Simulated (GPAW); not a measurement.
# Magnetic state of Fe3 on MgO3 001 from several starts

Does Fe3 on MgO3 001 prefer parallel or opposed moments, or none?

Method: PBE; plane waves with GPAW's PAW setups, scalar-relativistic, in GPAW 26.7.0.

### 1. The starting structure

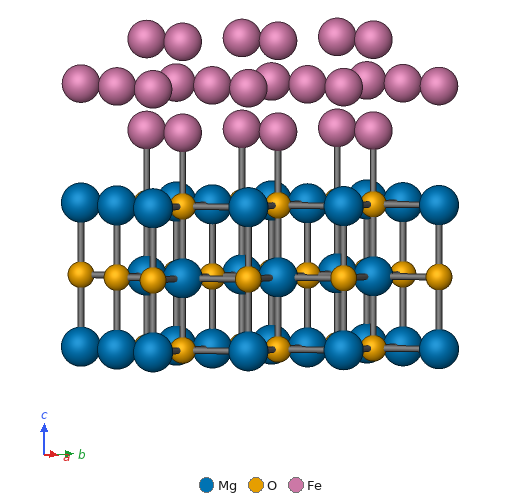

The cell as given, from the side, with the c axis up (magnesium blue, oxygen orange, iron pink). 2×3×1 cells are drawn. Some periodic images of atoms are drawn too.

The cell holds 9 atoms: 3 Mg, 3 O and 3 Fe. Cell: a = 2.978 Å, b = 2.978 Å, c = 21.022 Å, α = 90.0°, β = 90.0°, γ = 90.0°. ideal sites on the substrate's mesh, layer spacings from atomic volumes, unrelaxed, 12 A of vacuum. Vacuum lies along c.

### 2. Order 1, typed as ferro +++

Parallel moments need no larger cell; this start tests for a ferromagnetic state only.

Contents of order1.py:

```python
import json
import numpy as np
from ase import Atoms
from ase.parallel import paropen, parprint
from gpaw import GPAW

atoms = Atoms(['Mg', 'O', 'Mg', 'O', 'Mg', 'O', 'Fe', 'Fe', 'Fe'],
    cell=[[2.978334, 0.0, 0.0],
         [0.0, 2.978334, 0.0],
         [0.0, 0.0, 21.022]],
    scaled_positions=[[0.0, 0.0, 0.285415],
         [0.5, 0.5, 0.285415],
         [0.5, 0.5, 0.385596],
         [0.0, 0.0, 0.385596],
         [0.0, 0.0, 0.485777],
         [0.5, 0.5, 0.485777],
         [0.5, 0.5, 0.588051],
         [0.0, 0.0, 0.651318],
         [0.5, 0.5, 0.714585]],
    pbc=True,
    magmoms=[0.0, 0.0, 0.0, 0.0, 0.0, 0.0, 2.6, 2.6, 2.6])
atoms.calc = GPAW(mode={'name': 'pw', 'ecut': 600},
    xc='PBE',
    kpts={'size': (16, 16, 1), 'gamma': True},
    occupations={'name': 'fermi-dirac', 'width': 0.05},
    convergence={'density': 1e-05, 'energy': 1e-05},
    maxiter=250,
    mixer={'name': 'pulay', 'beta': 0.03, 'nmaxold': 8, 'weight': 100},
    symmetry={'tolerance': 1e-4},
    txt='order1.txt')
e = atoms.get_potential_energy(force_consistent=True)
res = {'free_energy': e, 'energy_sigma0': atoms.get_potential_energy(), 'fermi_energy': atoms.calc.get_fermi_level()}
res['moments'] = atoms.get_magnetic_moments().tolist()
res['total'] = atoms.get_magnetic_moment()
parprint('site moments (muB):', np.round(res['moments'], 3))
parprint(f"total moment: {res['total']:.3f} muB")
parprint(f'free energy: {e:.6f} eV')
atoms.calc.write('order1.gpw')
with paropen('results.json', 'w') as f:
    json.dump(res, f)
```

The run is started by

```console
$ OMP_NUM_THREADS=1 mpirun -n 4 gpaw python order1.py > order1.log
```

Output:

```text
site moments (muB): [ 0.000e+00  0.000e+00  2.000e-03  2.000e-03 -8.000e-03  2.600e-02
  2.877e+00  2.488e+00  2.972e+00]
total moment: 8.525 muB
free energy: -60.461641 eV

--- order1.txt ---
Input parameters:
  mode=PW(ecut=600),
  convergence={'density': 1e-05, 'energy': 1e-05},
  kpts=MonkhorstPack(size=(16, 16, 1), gamma=True),
  maxiter=250,
  mixer=Pulay(name='pulay', nmaxold=8, beta=0.03, weight=100, sigma=0.015, g_ss=None),
  occupations=Occupations(name='fermi-dirac', width=0.05),
  symmetry=Symmetry(tolerance=0.0001),
  xc=XC(name='PBE')

Diagonalizing LCAO Hamiltonian
Converting LCAO to pw mode
   .------.
  /|      |
 * |      |
 | |      |
 | |      |
 | |      |
 | |      |
 | |      |
 | | Fe   |
 | |      |
 | |      |
 Fe|      |
 | | Fe   |
 | |      |
 | | O    |
 Mg|      |
 | |      |
 | | Mg   |
 O |      |
 | |      |
 | | O    |
 Mg|      |
 | |      |
 | |      |
 | |      |
 | |      |
 | .------.
 |/      /
 *------*

Atoms  # Å, Bohr magnetons
|   | symbol |        x |        y |         z |    initial magnetic moments |
|---|--------|----------|----------|-----------|-----------------------------|
| 0 |     Mg | 0.000000 | 0.000000 |  5.999994 | ( 0.0000,  0.0000,  0.0000) |
| 1 |      O | 1.489167 | 1.489167 |  5.999994 | ( 0.0000,  0.0000,  0.0000) |
| 2 |     Mg | 1.489167 | 1.489167 |  8.105999 | ( 0.0000,  0.0000,  0.0000) |
| 3 |      O | 0.000000 | 0.000000 |  8.105999 | ( 0.0000,  0.0000,  0.0000) |
| 4 |     Mg | 0.000000 | 0.000000 | 10.212004 | ( 0.0000,  0.0000,  0.0000) |
| 5 |      O | 1.489167 | 1.489167 | 10.212004 | ( 0.0000,  0.0000,  0.0000) |
| 6 |     Fe | 1.489167 | 1.489167 | 12.362008 | ( 0.0000,  0.0000,  2.6000) |
| 7 |     Fe | 0.000000 | 0.000000 | 13.692007 | ( 0.0000,  0.0000,  2.6000) |
| 8 |     Fe | 1.489167 | 1.489167 | 15.022006 | ( 0.0000,  0.0000,  2.6000) |

Unit cell  # Å
| periodic |        x |        y |         z |   lengths |    angles |
|----------|----------|----------|-----------|-----------|-----------|
|      yes | 2.978334 | 0.000000 |  0.000000 |  2.978334 | 90.000000 |
|      yes | 0.000000 | 2.978334 |  0.000000 |  2.978334 | 90.000000 |
|      yes | 0.000000 | 0.000000 | 21.022000 | 21.022000 | 90.000000 |

Number of symmetries: 8

BZ-sampling:
  Number of BZ points: 256
  Number of IBZ points: 45

  Monkhorst-Pack size: [16, 16, 1]
  Monkhorst-Pack shift: [0.03125, 0.03125, 0.0]

K-points  # in reciprocal-cell coordinates
|     |                                coordinates |     weight |
|-----|--------------------------------------------|------------|
|   0 | (  0.00000000,   0.00000000,   0.00000000) | 0.00390625 |
|   1 | (  0.06250000,   0.00000000,   0.00000000) | 0.01562500 |
|   2 | (  0.06250000,   0.06250000,   0.00000000) | 0.01562500 |
|   3 | (  0.12500000,   0.00000000,   0.00000000) | 0.01562500 |
|   4 | (  0.12500000,   0.06250000,   0.00000000) | 0.03125000 |
|   5 | (  0.12500000,   0.12500000,   0.00000000) | 0.01562500 |
|   6 | (  0.18750000,   0.00000000,   0.00000000) | 0.01562500 |
|   7 | (  0.18750000,   0.06250000,   0.00000000) | 0.03125000 |
|   8 | (  0.18750000,   0.12500000,   0.00000000) | 0.03125000 |
|   9 | (  0.18750000,   0.18750000,   0.00000000) | 0.01562500 |
| ... |                                            |            |
|  44 | (  0.50000000,   0.50000000,   0.00000000) | 0.00390625 |

Plane wave coefficients: 6282
Cutoff: 600.0 eV

Spin-components: 2 (collinear spins)
Bands:           52
Projectors:      48
Spin-degeneracy: 1
Datatype:        complex128

Parallelization:
  kpt:    4
  domain: 1
  band:   1

Density:
  Valence electrons: 72.0
  Components: 2
  Grid points: [ 18  18 120]
  Charge: 0.0  # |e|

Potential:
  Grid points: [ 18  18 120]

species:
  Mg:
    name:    Magnesium
    Z:       12.0
    valence: 10
    core:    2
    charge:  0.0  # [|e|]
    compensation charges:
      type: gauss
      rc: 0.33  # [Å]
      lmax: 2
    cutoffs:
      filter: 1.86  # [Å]
      core: 0.54  # [Å]
    projectors
    | kind |    occ | energy [eV] | rcut [Å] |
    |------|--------|-------------|----------|
    |   2s |  2.000 |     -79.840 |    1.090 |
    |   3s |  2.000 |      -4.705 |    1.090 |
    |   2p |  6.000 |     -46.613 |    1.085 |
    |   3p |  0.000 |      -1.330 |    1.085 |
    |    d |        |       0.000 |    1.037 |

    Using partial waves for Mg as LCAO basis

  O:
    name:    Oxygen
    Z:       8.0
    valence: 6
    core:    2
    charge:  0.0  # [|e|]
    compensation charges:
      type: gauss
      rc: 0.21  # [Å]
      lmax: 2
    cutoffs:
      filter: 1.17  # [Å]
      core: 0.83  # [Å]
    projectors
    | kind |    occ | energy [eV] | rcut [Å] |
    |------|--------|-------------|----------|
    |   2s |  2.000 |     -23.961 |    0.688 |
    |   2p |  4.000 |      -9.029 |    0.598 |
    |    s |        |       3.251 |    0.688 |
    |    p |        |      18.182 |    0.598 |
    |    d |        |       0.000 |    0.619 |

    Using partial waves for O as LCAO basis

  Fe:
    name:    Iron
    Z:       26.0
    valence: 8
    core:    18
    charge:  0.0  # [|e|]
    compensation charges:
      type: gauss
      rc: 0.33  # [Å]
      lmax: 2
    cutoffs:
      filter: 2.06  # [Å]
      core: 2.67  # [Å]
    projectors
    | kind |    occ | energy [eV] | rcut [Å] |
    |------|--------|-------------|----------|
    |   4s |  2.000 |      -5.291 |    1.164 |
    |   4p |  0.000 |      -1.326 |    1.058 |
    |   3d |  6.000 |      -7.505 |    1.058 |
    |    s |        |      21.920 |    1.164 |
    |    p |        |      25.885 |    1.058 |
    |    d |        |      19.706 |    1.058 |

    Using partial waves for Fe as LCAO basis

Reference energy: -126329.855369  # eV

eigensolver:
  PPCG
  Converge bands: occupied
  niter=2

density mixing:
  Pulay-Mixer
  Linear mixing parameters: 0.03
  Old densities: 8
  Fourier metric: weight=100, sigma=0.015

occupation numbers:
  Fermi-Dirac:
    width: 0.0500  # eV

poisson solver:
  ecut: 4800.0  # eV

xc functional:
  name: PBE with 2 nearest neighbor stencil

convergence criteria:
- Maximum integral of absolute [dens]ity change: 1e-05 electrons / valence electron
- Maximum [total energy] change in last 3 cyles: 1e-05 eV / valence electron
- Maximum integral of absolute [eigenst]ate change: 4e-08 eV^2 / valence electron
maximum number of iterations: 250

SCF iterations
|iter     |      energy | eigst |  dens |  magmom |
|---------|-------------|-------|-------|---------|
|iter:   1|       0s |  -65.632768 | +0.41 |       |  +7.8140|
|iter:   2|      13s |  -64.550311 | -1.13 | -0.89 |  +7.8226|
|iter:   3|      27s |  -63.536257 | -1.53 | -0.94 |  +7.8337|
|iter:   4|      41s |  -62.058567 | -1.40 | -0.99 |  +7.8564|
|iter:   5|      55s |  -60.295624 | -0.49 | -1.05 |  +7.9435|
|iter:   6|      69s |  -60.262019 | -1.97 | -1.27 |  +7.9484|
|iter:   7|      83s |  -60.296433 | -2.05 | -1.30 |  +8.0777|
|iter:   8|      96s |  -60.297214 | -3.02 | -1.42 |  +8.0989|
|iter:   9|     110s |  -60.376836 | -2.42 | -1.46 |  +8.2273|
|iter:  10|     124s |  -60.426988 | -2.32 | -1.67 |  +8.3553|
[... 19 iterations left out ...]
|iter:  30|     396s |  -60.449728c| -7.17 | -4.19 |  +8.5258|
|iter:  31|     403s |  -60.449728c| -7.88c| -4.35 |  +8.5257|
|iter:  32|     409s |  -60.449729c| -7.89c| -4.41 |  +8.5256|
|iter:  33|     416s |  -60.449728c| -7.97c| -4.48 |  +8.5255|
|iter:  34|     422s |  -60.449728c| -7.73c| -4.57 |  +8.5253|
|iter:  35|     429s |  -60.449728c| -8.26c| -4.70 |  +8.5252|
|iter:  36|     435s |  -60.449728c| -8.34c| -4.73 |  +8.5253|
|iter:  37|     442s |  -60.449729c| -7.94c| -4.80 |  +8.5253|
|iter:  38|     448s |  -60.449729c| -8.35c| -4.97 |  +8.5253|
|iter:  39|     454s |  -60.449729c| -8.70c| -5.01c|  +8.5252|

Converged in 39 steps
Energy contributions relative to reference atoms: (reference = -126329.855369)

Energy contributions:
  Kinetic:          56.830773
  Coulomb:         -47.523496
  Zero:              0.433250
  External:          0.000000
  Xc:              -70.178342
  Entropy:          -0.023825
  Spinorbit:         0.000000
  ----------------------------
  Free energy:     -60.461641
  Extrapolated:    -60.449729

dipole moment: (-24.159225, -24.159225, -0.272468)  # |e|*Ang

Total magnetic moment: (0.000000, 0.000000, 8.525243)

Local magnetic moments
|        x |        y |         z |
|----------|----------|-----------|
| 0.000000 | 0.000000 |  0.000107 |  # Mg   0
| 0.000000 | 0.000000 |  0.000123 |  # O    1
| 0.000000 | 0.000000 |  0.001839 |  # Mg   2
| 0.000000 | 0.000000 |  0.001813 |  # O    3
| 0.000000 | 0.000000 | -0.008286 |  # Mg   4
| 0.000000 | 0.000000 |  0.025954 |  # O    5
| 0.000000 | 0.000000 |  2.877423 |  # Fe   6
| 0.000000 | 0.000000 |  2.487865 |  # Fe   7
| 0.000000 | 0.000000 |  2.972063 |  # Fe   8

Fermi level: 2.995
Eigenvalues  # (at kpt = [0.000, 0.000, 0.000])
| band index |      eig [eV] | occ [0-1] |      eig [eV] | occ [0-1] |
|------------|---------------|-----------|---------------|-----------|
|          0 |       -73.175 |     1.000 |       -73.175 |     1.000 |
|        ... |               |           |               |           |
|         29 |         0.313 |     1.000 |         2.779 |     0.987 |
|         30 |         0.353 |     1.000 |         2.958 |     0.675 |
|         31 |         0.353 |     1.000 |         2.958 |     0.675 |
|         32 |         0.523 |     1.000 |         3.230 |     0.009 |
|         33 |         0.523 |     1.000 |         3.230 |     0.009 |
|         34 |         1.008 |     1.000 |         3.253 |     0.006 |
|         35 |         1.076 |     1.000 |         3.366 |     0.001 |
|         36 |         1.290 |     1.000 |         3.910 |     0.000 |
|         37 |         1.817 |     1.000 |         4.237 |     0.000 |
|         38 |         1.817 |     1.000 |         4.524 |     0.000 |
|         39 |         2.154 |     1.000 |         4.525 |     0.000 |
|         40 |         2.358 |     1.000 |         4.525 |     0.000 |
|         41 |         3.325 |     0.001 |         5.072 |     0.000 |
|         42 |         4.060 |     0.000 |         5.111 |     0.000 |
|         43 |         5.484 |     0.000 |         5.711 |     0.000 |
|        ... |               |           |               |           |
|         51 |        12.352 |     0.000 |        11.125 |     0.000 |

No gap
No difference between direct/indirect transitions
```

It took 7.9 min on 4 MPI ranks of Arm Neoverse V1, shared host; peak memory 1.5 GiB; 32 min of CPU time.

Spin moment in the augmentation sphere by atom:

```tsv
atom	spin moment in the augmentation sphere (μB)
Mg1	0.00
O2	0.00
Mg3	0.00
O4	0.00
Mg5	-0.01
O6	0.03
Fe7	2.88
Fe8	2.49
Fe9	2.97
```

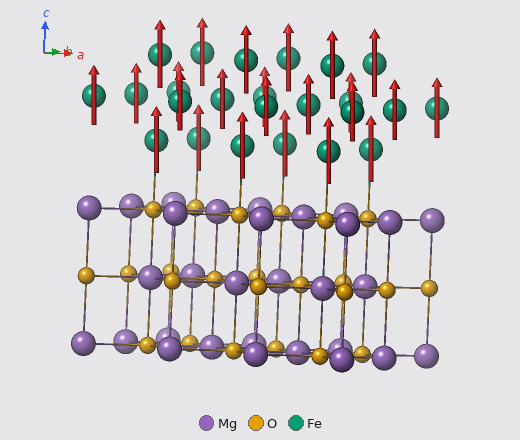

Spin moment in the augmentation sphere as arrows, the longest 2.97 μB. Up and down stand for the sign. Arrows give size and sign along the axis of quantisation, drawn up and down the page. 3×2×1 cells are drawn. Some periodic images of atoms are drawn too.

This step gave:

| Item | Value |
| --- | --- |
| magnetization | 8.525 μB |
| final state | ferromagnetic |

After 39 cycles the largest moment stands at 2.97 μB.

(Continued in part 2 of 2.)

[Logs and program files are shortened in this print: banners, set-up blocks, solver, clock and traceback lines can be left out without a mark of their own.]

[Logs are printed without paths, hosts, clocks, repeated set-up lines and the standing remarks that a program may print on its own settings, such as how far it seeks lower states.]

[Hosts, paths, dates, database ids (printed as entryN), source tags and the programs' standing remarks are cut or masked in the printed files.]

[Where a cell is said to come from a database of computed structures, the database is the Materials Project.]
